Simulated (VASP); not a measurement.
Consider AlCu3.

```cif
data_structure
_symmetry_space_group_name_H-M 'P 1'
_symmetry_Int_Tables_number 1
_cell_length_a 4.0843
_cell_length_b 4.0843
_cell_length_c 4.0843
_cell_angle_alpha 60.000
_cell_angle_beta 60.000
_cell_angle_gamma 60.000
_cell_volume 48.18
loop_
_atom_site_label
_atom_site_type_symbol
_atom_site_fract_x
_atom_site_fract_y
_atom_site_fract_z
_atom_site_occupancy
Cu1 Cu 0.74320 0.75721 0.74816 1
Cu2 Cu 0.23605 0.25563 0.25137 1
Cu3 Cu 0.50142 0.48943 0.51088 1
Al1 Al 0.01518 0.99419 0.00658 1
```

Space group P1; a structure from a database of computed crystals, not necessarily the ambient phase; changed on purpose from its base cell (atoms moved at random by about 0.05 A); not relaxed (largest force 0.7 eV/Å).

The calculation used VASP, Kohn-Sham DFT of a periodic cell, PBEsol, VASP PAW PBE potentials, recommended.

What will maps of the valence pseudo-density and electron localisation function show?

Answer. Al–Cu (2.43 Å): ρ at the midpoint is about 0.31 e/Å³; the ELF is about 0.45 at the midpoint.
Cu–Cu (2.47 Å): the density is about 0.3 e/Å³ at the midpoint; the ELF is about 0.25 at the midpoint; no localised pair shows between them.
Al–Cu (2.47 Å): ρ is about 0.29 e/Å³ halfway; the ELF is about 0.45 at the midpoint.
Cu–Cu (2.49 Å): ρ at the midpoint is about 0.29 e/Å³; the ELF is about 0.25 at the midpoint (no shared electron pair shows on this line).

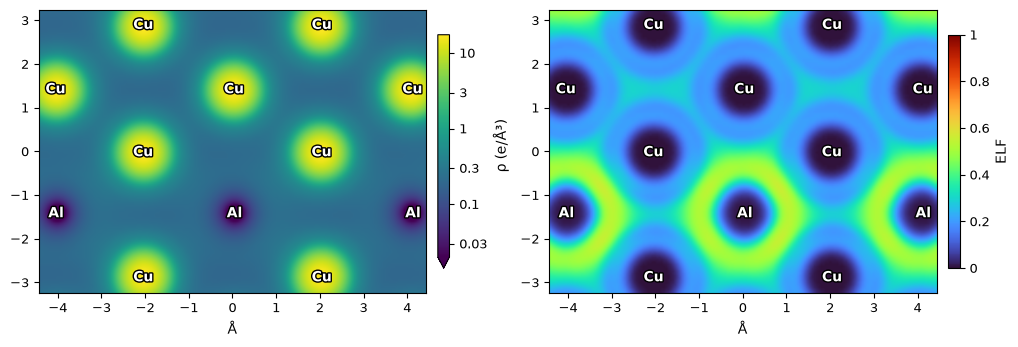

Computed valence pseudo-density and electron localisation function on the (11̄0) plane of the conventional cell, in this order. 

In a PAW calculation such maps are meaningful between the atoms, not at the nuclei.
